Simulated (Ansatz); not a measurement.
# Geometry relaxation of Hf15S32 (part 3 of 4)

Hf15S32 (defect cell, 47 atoms in the cell); DFT PBE+D3(BJ), scalar-relativistic, plane waves, PAW (Ansatz 0.2.0); cutoff 420 eV, 2×2×2 k-mesh, Gaussian smearing of 0.01 eV, collinear spins. The structure derives from a Materials Project entry. The run did not end well. It belongs to a series of runs on one base structure; here: Hf vacancy (site a), charge +0, atoms relaxed at the host's cell. The run did not end well; see the last part.

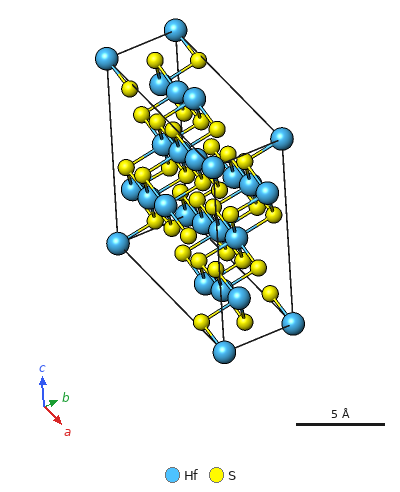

*The geometry at step 4 of the log (ball-and-stick view of the cell of the calculation, seen slightly off an axis).*

### Trajectory as extended XYZ (Å, eV, eV/Å), 6 frames, from step=1 to step=6
```
47
Lattice="-9.0147 -3.1228 5.7704 9.0147 3.1228 5.7704 -1.8029 9.3683 -5.7704" Properties=species:S:1:pos:R:3:forces:R:3 step=1 energy=-264767.41432
Hf   -7.2117    6.2455    0.0000    0.0389   0.0915   0.0089
Hf    1.8029    3.1228    0.0000    0.4739   0.8208   0.0000
Hf   -1.8029    3.1228    0.0000    0.0599   0.0794  -0.0089
Hf   -1.8029    3.1228    5.7704   -0.9604  -0.0241   0.0111
Hf   -3.6059    6.2455    0.0000    0.0475   0.0823   0.0000
Hf    5.4088    9.3683    0.0000   -0.4739  -0.8208   0.0000
Hf   -3.6059    0.0000    5.7704   -0.4593   0.8438   0.0111
Hf    0.0000    6.2455    0.0000    0.9604   0.0241  -0.0111
Hf    0.0000    6.2455    5.7704   -0.0599  -0.0794   0.0089
Hf    0.0000    0.0000    5.7704    0.0000   0.0000   0.0000
Hf    0.0000    0.0000    0.0000    0.0000   0.0000   0.0000
Hf   -5.4088    3.1228    0.0000    0.0000   0.0000   0.0000
Hf    1.8029    9.3683    0.0000    0.4593  -0.8438  -0.0111
Hf    1.8029    3.1228    5.7704   -0.0475  -0.0823   0.0000
Hf    5.4088    3.1228    5.7704   -0.0389  -0.0915  -0.0089
S     7.2117    4.1637    4.3140   -0.0152   0.0087  -0.0913
S    -3.6059    4.1637    4.3140    0.2403   0.1417   0.5130
S     3.6059   10.4092   -1.4564   -0.0060   0.1821  -0.0526
S     1.8029    1.0409    4.3140   -0.1118   0.1160  -0.0566
S     1.8029    1.0409   10.0844   -0.0099  -0.1746  -0.0569
S     0.0000    4.1637    4.3140    0.1845   0.1181  -0.1352
S     0.0000    4.1637   -1.4564   -0.1607  -0.0858  -0.0526
S    -1.8029    7.2865    4.3140    0.1463   0.0959  -0.0569
S     3.6059    4.1637    4.3140    0.0148   0.0154  -0.0084
S    -5.4088    1.0409    4.3140   -0.0026  -0.2790   0.5130
S     1.8029    7.2865    4.3140    0.0175  -0.0101  -0.0063
S     1.8029    7.2865   -1.4564   -0.2379   0.1373   0.5279
S    -1.8029    1.0409    4.3140    0.1224  -0.0707  -0.0623
S     5.4088    7.2865    4.3140   -0.0060  -0.0206  -0.0084
S    -5.4088    7.2865   -1.4564   -0.0100  -0.2188  -0.1352
S    -1.8029    7.2865   -1.4564   -0.1563   0.0388  -0.0566
S    -3.6059    2.0818    7.2268    0.2379  -0.1373  -0.5279
S    -5.4088    5.2046    1.4564   -0.0148  -0.0154   0.0084
S    -5.4088   -1.0409    7.2268    0.0060  -0.1821   0.0526
S     0.0000    2.0818    1.4564   -0.1463  -0.0959   0.0569
S     0.0000    2.0818    7.2268    0.1563  -0.0388   0.0566
S    -1.8029    5.2046    1.4564   -0.1845  -0.1181   0.1352
S    -1.8029    5.2046    7.2268    0.1607   0.0858   0.0526
S    -3.6059    8.3274    1.4564    0.1118  -0.1160   0.0566
S     1.8029    5.2046    1.4564   -0.2403  -0.1417  -0.5130
S    -7.2117    2.0818    1.4564    0.0060   0.0206   0.0084
S     0.0000    8.3274    1.4564   -0.1224   0.0707   0.0623
S    -9.0147    5.2046    1.4564    0.0152  -0.0087   0.0913
S    -3.6059    2.0818    1.4564   -0.0175   0.0101   0.0063
S     3.6059    8.3274    1.4564    0.0026   0.2790  -0.5130
S     3.6059    2.0818    7.2268    0.0100   0.2188   0.1352
S    -3.6059    8.3274   -4.3140    0.0099   0.1746   0.0569
47
Lattice="-9.0147 -3.1228 5.7704 9.0147 3.1228 5.7704 -1.8029 9.3683 -5.7704" Properties=species:S:1:pos:R:3:forces:R:3 step=2 energy=-264767.56470
Hf   -7.2050    6.2476    0.0090   -0.0600   0.1543  -0.0797
Hf    1.8463    3.1979    0.0000   -0.1237  -0.2143   0.0000
Hf   -1.8045    3.1296   -0.0090    0.1636   0.0252   0.0797
Hf   -1.8818    3.1268    5.7546    0.2250  -0.0507  -0.0242
Hf   -3.6034    6.2499    0.0000    0.0981   0.1699   0.0000
Hf    5.3654    9.2931    0.0000    0.1237   0.2143   0.0000
Hf   -3.6488    0.0663    5.7546    0.1564  -0.1695  -0.0242
Hf    0.0788    6.2415    0.0158   -0.2250   0.0507   0.0242
Hf    0.0016    6.2387    5.7794   -0.1636  -0.0252  -0.0797
Hf    0.0000    0.0000    5.7704    0.0000   0.0000   0.0000
Hf    0.0000    0.0000    0.0000    0.0000   0.0000   0.0000
Hf   -5.4088    3.1228    0.0000    0.0000   0.0000   0.0000
Hf    1.8458    9.3020    0.0158   -0.1564   0.1695   0.0242
Hf    1.8004    3.1184    5.7704   -0.0981  -0.1699   0.0000
Hf    5.4021    3.1207    5.7614    0.0600  -0.1543   0.0797
S     7.2083    4.1657    4.2973    0.0082  -0.0047   0.0144
S    -3.6767    4.1266    4.4020    0.1255   0.0749  -0.2515
S     3.6013   10.4225   -1.4653   -0.0092  -0.0522  -0.0044
S     1.8224    1.0324    4.3328   -0.0725   0.0298  -0.0821
S     1.8100    1.0523   10.1058    0.0171  -0.1027  -0.1045
S     0.0009    4.1690    4.3097    0.0583   0.0621  -0.0397
S    -0.0138    4.1610   -1.4653    0.0406   0.0341  -0.0044
S    -1.8093    7.2746    4.3355    0.0975   0.0365  -0.1045
S     3.6010    4.1675    4.3095    0.0042   0.0314  -0.0537
S    -5.4121    1.1208    4.4020   -0.0021  -0.1461  -0.2515
S     1.8029    7.2865    4.3202    0.0224  -0.0129  -0.0367
S     1.8755    7.2446   -1.3327   -0.0925   0.0534  -0.2666
S    -1.7890    1.0329    4.2958   -0.0268   0.0155  -0.0156
S     5.4031    7.2888    4.3095   -0.0251  -0.0194  -0.0537
S    -5.4129    7.2830   -1.4607   -0.0246  -0.0815  -0.0397
S    -1.7859    7.2739   -1.4376   -0.0621   0.0479  -0.0821
S    -3.6784    2.1237    7.1031    0.0925  -0.0534   0.2666
S    -5.4039    5.2009    1.4609   -0.0042  -0.0314   0.0537
S    -5.4042   -1.0542    7.2357    0.0092   0.0522   0.0044
S     0.0063    2.0937    1.4349   -0.0975  -0.0365   0.1045
S    -0.0171    2.0944    7.2080    0.0621  -0.0479   0.0821
S    -1.8038    5.1993    1.4607   -0.0583  -0.0621   0.0397
S    -1.7891    5.2073    7.2357   -0.0406  -0.0341   0.0044
S    -3.6253    8.3359    1.4376    0.0725  -0.0298   0.0821
S     1.8738    5.2417    1.3683   -0.1255  -0.0749   0.2515
S    -7.2060    2.0795    1.4609    0.0251   0.0194   0.0537
S    -0.0139    8.3354    1.4746    0.0268  -0.0155   0.0156
S    -9.0112    5.2026    1.4731   -0.0082   0.0047  -0.0144
S    -3.6059    2.0819    1.4502   -0.0224   0.0129   0.0367
S     3.6092    8.2475    1.3683    0.0021   0.1461   0.2515
S     3.6100    2.0853    7.2311    0.0246   0.0815   0.0397
S    -3.6129    8.3160   -4.3355   -0.0171   0.1027   0.1045
47
Lattice="-9.0147 -3.1228 5.7704 9.0147 3.1228 5.7704 -1.8029 9.3683 -5.7704" Properties=species:S:1:pos:R:3:forces:R:3 step=3 energy=-264767.67139
Hf   -7.2076    6.2467   -0.0057    0.0022   0.0456  -0.0099
Hf    1.8232    3.1578    0.0000    0.0703   0.1217   0.0000
Hf   -1.8039    3.1269    0.0057    0.0384   0.0247   0.0099
Hf   -1.8410    3.1226    5.7542   -0.1568  -0.0122  -0.0079
Hf   -3.6011    6.2537    0.0000    0.0233   0.0404   0.0000
Hf    5.3886    9.3333    0.0000   -0.0703  -0.1217   0.0000
Hf   -3.6248    0.0331    5.7542   -0.0679   0.1419  -0.0079
Hf    0.0381    6.2457    0.0162    0.1568   0.0122   0.0079
Hf    0.0010    6.2414    5.7647   -0.0384  -0.0247  -0.0099
Hf    0.0000    0.0000    5.7704    0.0000   0.0000   0.0000
Hf    0.0000    0.0000    0.0000    0.0000   0.0000   0.0000
Hf   -5.4088    3.1228    0.0000    0.0000   0.0000   0.0000
Hf    1.8218    9.3352    0.0162    0.0679  -0.1419   0.0079
Hf    1.7982    3.1146    5.7704   -0.0233  -0.0404   0.0000
Hf    5.4047    3.1216    5.7761   -0.0022  -0.0456   0.0099
S     7.2074    4.1662    4.3072   -0.0059   0.0034  -0.0055
S    -3.6115    4.1651    4.3762    0.0645   0.0516  -0.0651
S     3.5999   10.4299   -1.4594   -0.0012   0.0084  -0.0056
S     1.8007    1.0435    4.3151    0.0101   0.0264   0.0029
S     1.8049    1.0266   10.0804   -0.0188  -0.0012   0.0166
S     0.0198    4.1765    4.2931    0.0260   0.0051   0.0165
S    -0.0209    4.1586   -1.4594   -0.0079  -0.0031  -0.0056
S    -1.7895    7.2919    4.3100   -0.0084   0.0169   0.0166
S     3.6039    4.1664    4.3116    0.0293   0.0059  -0.0080
S    -5.4129    1.0451    4.3762   -0.0124  -0.0817  -0.0651
S     1.8075    7.2838    4.3074    0.0258  -0.0149   0.0062
S     1.8139    7.2802   -1.3623   -0.0503   0.0290  -0.0566
S    -1.7828    1.0293    4.2922   -0.0152   0.0088   0.0075
S     5.4055    7.2868    4.3116    0.0096  -0.0283  -0.0080
S    -5.4100    7.2629   -1.4773    0.0086  -0.0251   0.0165
S    -1.8062    7.2871   -1.4553   -0.0179  -0.0219   0.0029
S    -3.6168    2.0882    7.1327    0.0503  -0.0290   0.0566
S    -5.4069    5.2019    1.4588   -0.0293  -0.0059   0.0080
S    -5.4028   -1.0616    7.2298    0.0012  -0.0084   0.0056
S    -0.0134    2.0764    1.4604    0.0084  -0.0169  -0.0166
S     0.0033    2.0812    7.2257    0.0179   0.0219  -0.0029
S    -1.8227    5.1918    1.4773   -0.0260  -0.0051  -0.0165
S    -1.7821    5.2097    7.2298    0.0079   0.0031   0.0056
S    -3.6036    8.3248    1.4553   -0.0101  -0.0264  -0.0029
S     1.8086    5.2032    1.3942   -0.0645  -0.0516   0.0651
S    -7.2084    2.0815    1.4588   -0.0096   0.0283   0.0080
S    -0.0201    8.3390    1.4782    0.0152  -0.0088  -0.0075
S    -9.0103    5.2021    1.4632    0.0059  -0.0034   0.0055
S    -3.6104    2.0845    1.4630   -0.0258   0.0149  -0.0062
S     3.6099    8.3232    1.3942    0.0124   0.0817   0.0651
S     3.6071    2.1054    7.2477   -0.0086   0.0251  -0.0165
S    -3.6078    8.3417   -4.3100    0.0188   0.0012  -0.0166
47
Lattice="-9.0147 -3.1228 5.7704 9.0147 3.1228 5.7704 -1.8029 9.3683 -5.7704" Properties=species:S:1:pos:R:3:forces:R:3 step=4 energy=-264767.69275
Hf   -7.2086    6.2558   -0.0147   -0.0206  -0.0632   0.0102
Hf    1.8305    3.1705    0.0000   -0.0089  -0.0155   0.0000
Hf   -1.7956    3.1306    0.0147   -0.0445  -0.0494  -0.0102
Hf   -1.8675    3.1207    5.7441    0.0091   0.0732   0.0009
Hf   -3.5967    6.2614    0.0000   -0.0506  -0.0877   0.0000
Hf    5.3813    9.3206    0.0000    0.0089   0.0155   0.0000
Hf   -3.6364    0.0570    5.7441   -0.0588  -0.0445   0.0009
Hf    0.0646    6.2476    0.0263   -0.0091  -0.0732  -0.0009
Hf   -0.0073    6.2377    5.7556    0.0445   0.0494   0.0102
Hf    0.0000    0.0000    5.7704    0.0000   0.0000   0.0000
Hf    0.0000    0.0000    0.0000    0.0000   0.0000   0.0000
Hf   -5.4088    3.1228    0.0000    0.0000   0.0000   0.0000
Hf    1.8334    9.3113    0.0263    0.0588   0.0445  -0.0009
Hf    1.7938    3.1069    5.7704    0.0506   0.0877   0.0000
Hf    5.4056    3.1125    5.7851    0.0206   0.0632  -0.0102
S     7.2088    4.1654    4.3118   -0.0282   0.0163  -0.0151
S    -3.5696    4.2018    4.3201    0.0358  -0.0186  -0.0064
S     3.5994   10.4324   -1.4569   -0.0311  -0.0741   0.0142
S     1.8070    1.0485    4.3199    0.0119  -0.0764   0.0213
S     1.7949    1.0224   10.0813    0.0306   0.0672  -0.0230
S     0.0412    4.1835    4.2894   -0.1353  -0.0604   0.0025
S    -0.0233    4.1577   -1.4569    0.0487   0.0640   0.0142
S    -1.7909    7.3026    4.3109   -0.0429  -0.0601  -0.0230
S     3.6183    4.1655    4.3186   -0.0403  -0.0204  -0.0422
S    -5.4237    0.9905    4.3201    0.0340  -0.0217  -0.0064
S     1.8110    7.2818    4.3132   -0.0138   0.0080  -0.0699
S     1.8114    7.2816   -1.3784   -0.0417   0.0241   0.0133
S    -1.7845    1.0303    4.2881   -0.0137   0.0079   0.0146
S     5.4135    7.2748    4.3186   -0.0024   0.0451  -0.0422
S    -5.4053    7.2409   -1.4810   -0.0154   0.1474   0.0025
S    -1.8074    7.2792   -1.4505    0.0721   0.0279   0.0213
S    -3.6144    2.0868    7.1488    0.0417  -0.0241  -0.0133
S    -5.4212    5.2028    1.4518    0.0403   0.0204   0.0422
S    -5.4023   -1.0641    7.2273    0.0311   0.0741  -0.0142
S    -0.0120    2.0657    1.4595    0.0429   0.0601   0.0230
S     0.0045    2.0891    7.2209   -0.0721  -0.0279  -0.0213
S    -1.8441    5.1848    1.4810    0.1353   0.0604  -0.0025
S    -1.7796    5.2106    7.2273   -0.0487  -0.0640  -0.0142
S    -3.6099    8.3199    1.4505   -0.0119   0.0764  -0.0213
S     1.7667    5.1665    1.4503   -0.0358   0.0186   0.0064
S    -7.2164    2.0935    1.4518    0.0024  -0.0451   0.0422
S    -0.0185    8.3380    1.4823    0.0137  -0.0079  -0.0146
S    -9.0118    5.2029    1.4586    0.0282  -0.0163   0.0151
S    -3.6139    2.0865    1.4572    0.0138  -0.0080   0.0699
S     3.6207    8.3778    1.4503   -0.0340   0.0217   0.0064
S     3.6024    2.1274    7.2514    0.0154  -0.1474  -0.0025
S    -3.5979    8.3459   -4.3109   -0.0306  -0.0672   0.0230
47
Lattice="-9.0147 -3.1228 5.7704 9.0147 3.1228 5.7704 -1.8029 9.3683 -5.7704" Properties=species:S:1:pos:R:3:forces:R:3 step=5 energy=-264767.70503
Hf   -7.2068    6.2588   -0.0129   -0.0142  -0.0492  -0.0023
Hf    1.8334    3.1756    0.0000    0.0148   0.0256   0.0000
Hf   -1.7939    3.1337    0.0129   -0.0355  -0.0369   0.0023
Hf   -1.8708    3.1209    5.7460   -0.0271   0.0294  -0.0071
Hf   -3.5949    6.2646    0.0000   -0.0285  -0.0494   0.0000
Hf    5.3783    9.3155    0.0000   -0.0148  -0.0256   0.0000
Hf   -3.6382    0.0597    5.7460   -0.0390   0.0088  -0.0071
Hf    0.0678    6.2474    0.0244    0.0271  -0.0294   0.0071
Hf   -0.0091    6.2346    5.7575    0.0355   0.0369  -0.0023
Hf    0.0000    0.0000    5.7704    0.0000   0.0000   0.0000
Hf    0.0000    0.0000    0.0000    0.0000   0.0000   0.0000
Hf   -5.4088    3.1228    0.0000    0.0000   0.0000   0.0000
Hf    1.8353    9.3086    0.0244    0.0390  -0.0088   0.0071
Hf    1.7919    3.1037    5.7704    0.0285   0.0494   0.0000
Hf    5.4039    3.1095    5.7833    0.0142   0.0492   0.0023
S     7.2053    4.1674    4.3111    0.0001  -0.0001   0.0175
S    -3.5700    4.1968    4.3154    0.0110  -0.0001   0.0084
S     3.5960   10.4206   -1.4569    0.0025   0.0106  -0.0081
S     1.8092    1.0378    4.3216   -0.0142   0.0071  -0.0026
S     1.7991    1.0331   10.0812   -0.0012  -0.0114   0.0132
S     0.0214    4.1727    4.2931   -0.0033  -0.0030   0.0047
S    -0.0147    4.1666   -1.4569   -0.0079  -0.0075  -0.0081
S    -1.7981    7.2937    4.3108    0.0093   0.0068   0.0132
S     3.6120    4.1619    4.3145   -0.0188  -0.0057   0.0232
S    -5.4195    0.9933    4.3154    0.0056  -0.0095   0.0084
S     1.8087    7.2831    4.3087   -0.0067   0.0038   0.0167
S     1.8068    7.2842   -1.3871   -0.0073   0.0042  -0.0061
S    -1.7886    1.0326    4.2909    0.0211  -0.0122  -0.0187
S     5.4134    7.2820    4.3145   -0.0044   0.0191   0.0232
S    -5.4059    7.2634   -1.4773    0.0009   0.0044   0.0047
S    -1.7971    7.2826   -1.4488   -0.0132   0.0088  -0.0026
S    -3.6097    2.0841    7.1574    0.0073  -0.0042   0.0061
S    -5.4150    5.2064    1.4559    0.0188   0.0057  -0.0232
S    -5.3989   -1.0523    7.2273   -0.0025  -0.0106   0.0081
S    -0.0048    2.0746    1.4595   -0.0093  -0.0068  -0.0132
S    -0.0058    2.0858    7.2192    0.0132  -0.0088   0.0026
S    -1.8243    5.1956    1.4773    0.0033   0.0030  -0.0047
S    -1.7882    5.2018    7.2273    0.0079   0.0075   0.0081
S    -3.6122    8.3305    1.4488    0.0142  -0.0071   0.0026
S     1.7671    5.1715    1.4550   -0.0110   0.0001  -0.0084
S    -7.2164    2.0863    1.4559    0.0044  -0.0191  -0.0232
S    -0.0144    8.3357    1.4795   -0.0211   0.0122   0.0187
S    -9.0082    5.2009    1.4593   -0.0001   0.0001  -0.0175
S    -3.6117    2.0852    1.4617    0.0067  -0.0038  -0.0167
S     3.6166    8.3750    1.4550   -0.0056   0.0095  -0.0084
S     3.6030    2.1049    7.2477   -0.0009  -0.0044  -0.0047
S    -3.6020    8.3352   -4.3108    0.0012   0.0114  -0.0132
47
Lattice="-9.0147 -3.1228 5.7704 9.0147 3.1228 5.7704 -1.8029 9.3683 -5.7704" Properties=species:S:1:pos:R:3:forces:R:3 step=6 energy=-264767.70649
Hf   -7.2083    6.2552   -0.0108    0.0007  -0.0081  -0.0059
Hf    1.8348    3.1780    0.0000    0.0003   0.0005   0.0000
Hf   -1.7963    3.1306    0.0108   -0.0074  -0.0034   0.0059
Hf   -1.8709    3.1230    5.7495   -0.0019  -0.0013  -0.0069
Hf   -3.5969    6.2610    0.0000   -0.0021  -0.0036   0.0000
Hf    5.3769    9.3131    0.0000   -0.0003  -0.0005   0.0000
Hf   -3.6401    0.0588    5.7495    0.0002   0.0023  -0.0069
Hf    0.0680    6.2453    0.0209    0.0019   0.0013   0.0069
Hf   -0.0066    6.2377    5.7596    0.0074   0.0034  -0.0059
Hf    0.0000    0.0000    5.7704    0.0000   0.0000   0.0000
Hf    0.0000    0.0000    0.0000    0.0000   0.0000   0.0000
Hf   -5.4088    3.1228    0.0000    0.0000   0.0000   0.0000
Hf    1.8372    9.3095    0.0209   -0.0002  -0.0023   0.0069
Hf    1.7940    3.1073    5.7704    0.0021   0.0036   0.0000
Hf    5.4053    3.1131    5.7812   -0.0007   0.0081   0.0059
S     7.2061    4.1669    4.3097    0.0002  -0.0001   0.0001
S    -3.5682    4.1951    4.3168    0.0016   0.0015   0.0017
S     3.5981   10.4232   -1.4588    0.0010  -0.0012  -0.0035
S     1.8068    1.0406    4.3210    0.0003   0.0013  -0.0018
S     1.8000    1.0317   10.0836   -0.0006  -0.0022   0.0012
S     0.0203    4.1744    4.2957   -0.0033  -0.0011   0.0014
S    -0.0160    4.1635   -1.4588    0.0015  -0.0003  -0.0035
S    -1.7964    7.2936    4.3132    0.0016   0.0016   0.0012
S     3.6094    4.1629    4.3150    0.0043   0.0011  -0.0008
S    -5.4172    0.9926    4.3168   -0.0006  -0.0021   0.0017
S     1.8084    7.2833    4.3099   -0.0019   0.0011   0.0014
S     1.7987    7.2889   -1.3958    0.0011  -0.0006  -0.0026
S    -1.7879    1.0323    4.2918   -0.0008   0.0004   0.0014
S     5.4112    7.2838    4.3150    0.0012  -0.0043  -0.0008
S    -5.4079    7.2636   -1.4747   -0.0006   0.0034   0.0014
S    -1.8007    7.2833   -1.4494   -0.0010  -0.0009  -0.0018
S    -3.6016    2.0794    7.1662   -0.0011   0.0006   0.0026
S    -5.4123    5.2054    1.4553   -0.0043  -0.0011   0.0008
S    -5.4010   -1.0549    7.2292   -0.0010   0.0012   0.0035
S    -0.0065    2.0747    1.4572   -0.0016  -0.0016  -0.0012
S    -0.0022    2.0850    7.2198    0.0010   0.0009   0.0018
S    -1.8232    5.1939    1.4747    0.0033   0.0011  -0.0014
S    -1.7870    5.2049    7.2292   -0.0015   0.0003   0.0035
S    -3.6097    8.3277    1.4494   -0.0003  -0.0013   0.0018
S     1.7653    5.1732    1.4536   -0.0016  -0.0015  -0.0017
S    -7.2141    2.0845    1.4553   -0.0012   0.0043   0.0008
S    -0.0150    8.3360    1.4786    0.0008  -0.0004  -0.0014
S    -9.0090    5.2014    1.4607   -0.0002   0.0001  -0.0001
S    -3.6113    2.0850    1.4605    0.0019  -0.0011  -0.0014
S     3.6143    8.3757    1.4536    0.0006   0.0021  -0.0017
S     3.6050    2.1048    7.2451    0.0006  -0.0034  -0.0014
S    -3.6030    8.3366   -4.3132    0.0006   0.0022  -0.0012
```

The run was set up as follows.
